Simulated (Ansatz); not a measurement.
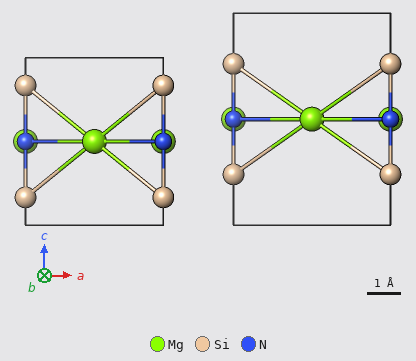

Two geometries of crystalline Mg₃Si₂N (a generated structure, set up in P6/mmm) (coarse preliminary run), drawn at one scale. One is the start of a relaxation, the other its converged end. The picture is a ball-and-stick view of the cell of the calculation, seen along the b axis.

All numbers below come from DFT PBE, scalar-relativistic, plane waves, PAW (Ansatz). Settings: plane-wave cutoff 420 eV; k-point mesh 6 × 6 × 4; occupations gaussian; smearing width 0.1 eV; no spin polarisation; cell and atoms relaxed; force threshold 0.04 eV/Å; at most 70 steps.

### Which geometry has the lower energy?

The right one is the relaxed one. Over 11 accepted moves (13 points after the start) the energy falls by 888 meV per atom. The largest force component goes from 15 to 0.0027 eV/Å. Pressure: 27.73 GPa at the start and 0.01 GPa at the end. The SCF was repeated twice at an unchanged geometry on a basis and grid sized afresh for the cell, which shifted the energy by 32.4 meV per atom at most. The largest moves relative to the cell, 0.48 Å, are those of Si atoms. Mg and N stay in place. The volume changes by +64.2 %, with a = b 4.936 → 5.620 Å (+13.9 %), c 5.187 → 6.571 Å (+26.7 %). Near-neighbour distances that change, for instance: Si–Si 1.717 → 3.144 Å, Mg–N 2.468 → 2.810 Å, Mg–Mg 2.468 → 2.810 Å, Mg–Si 3.017 → 3.291 Å. Bonds break: Si–Si (1.72 → 3.14 Å). The space group stays P6/mmm (No. 191).
